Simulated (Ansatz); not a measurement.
# Al(110) (Fm-3m bulk, 8 atomic planes (those closer than 0.6 Å count as one), 10 Å): simulated STM

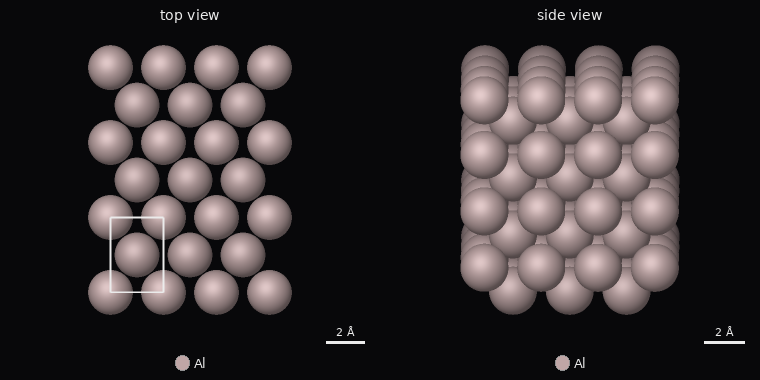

The relaxed structure from above and from the side.

Computed with Ansatz 0.2.0, DFT PBE, scalar-relativistic, plane waves, PAW. Cutoff 420 eV, 37 × 26 k-points, Gaussian smearing 0.1 eV, dipole correction. The slab is a cut without reconstruction beyond its cell, at the source's lattice constants, with its lower half held fixed and the rest relaxed. No spin polarisation. The run couldn't confirm all of its levels under its output density. The run warns that the functional's potential is rough in the thin density of the vacuum, where the tip is; weak contrasts and barriers may feel it. On this mesh the free atoms still feel up to 0.12 eV/Å.

Model: Tersoff–Hamann, s-wave tip, no tip–sample forces. Bias windows are sharp sums over the levels of the k mesh.

```
Al
1.0
     2.86234    0.00000    0.00000
     0.00000    4.04796    0.00000
     0.00000    0.00000   27.01819
Al
8
Direct
  0.50000 0.50000 0.31460
  0.00000 0.00000 0.36757
  0.50000 0.50000 0.42054
  0.00000 0.00000 0.47351
  0.50000 0.50000 0.52778
  0.00000 0.00000 0.57965
  0.50000 0.50000 0.63431
  0.00000 0.00000 0.68233
```

## 1. One image

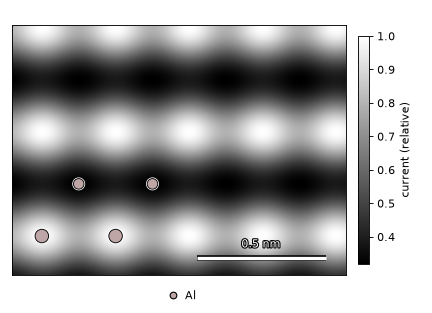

Constant-height image 3.0 Å above the topmost atom of this surface, sample bias −1.00 V. The atoms seen from above are drawn over one corner (deeper ones smaller).

Question: What lies under the maxima and minima of this image?

Answer: The brightest spots lie over the top Al atoms; the darkest points are over the Al atoms 1.3 Å below the top plane. The brightest point carries 3.1 times the current of the darkest.

## 2. Approach curves

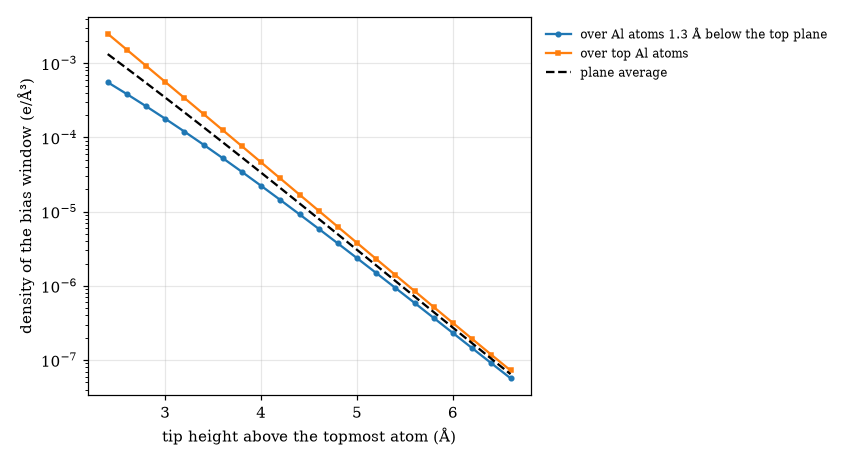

Approach curves over this surface at a sample bias of −1.00 V.

Question: How fast does the current decay, and what apparent barrier height does that imply?

Answer: Near 4 Å the plane average falls as exp(−2.37 z/Å), a factor of 11 per ångström, which gives an apparent barrier of 5.3 eV (0.952 eV Å² times the slope squared). The vacuum level lies 4.15 eV above zero bias. The apparent barrier is above 4.15 eV. At 4 Å the 0.25 eV of states nearest the highest filled state carry 19 % of the density, so deeper states, or ones away from the zone centre, set the barrier.

## 3. Barrier map

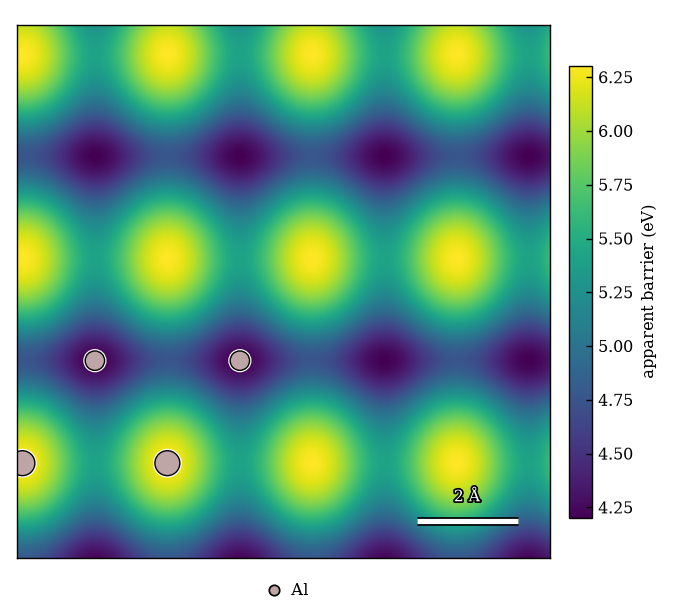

Map of the apparent barrier height, 0.952 eV Å² × (d ln I/dz)², 3.4 Å above this surface at −0.25 V; lighter colours are higher.

Question: Where is the apparent barrier highest and lowest, and over what range?

Answer: It is highest, 6.3 eV, over the top Al atoms, and lowest, 4.2 eV, over the Al atoms 1.3 Å below the top plane. The vacuum level lies 4.15 eV above zero bias. The high values lie on or round the bright spots: there the density falls fastest, as the corrugation dies out with height.
